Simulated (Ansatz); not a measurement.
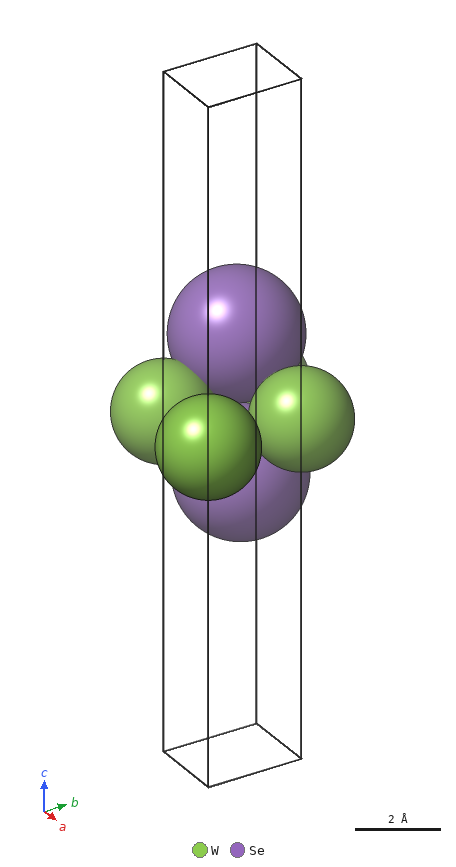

An orthographic space-filling view of the structure, slightly off an axis. The lines enclose the simulation cell; boundary atoms appear with their images.

- The stoichiometry is WSe2.
- Cell content 1 W, 2 Se; Z = 1.
- W is coordinated by six Se in a distorted trigonal prismatic arrangement at about 2.3 to 2.7 Å. About every Se there are three W in a trigonal pyramidal arrangement at about 2.3 to 2.7 Å. Not all metal-metal contacts are counted.

It goes back to a structure listed in the Materials Project. The cell was then strained or its atoms displaced on purpose. A calculation with Ansatz used it as input.

At this level of theory the run's own cell isn't at rest (forces up to 2.8 eV/Å), so its distances can differ from those at equilibrium, the more so the softer the solid.
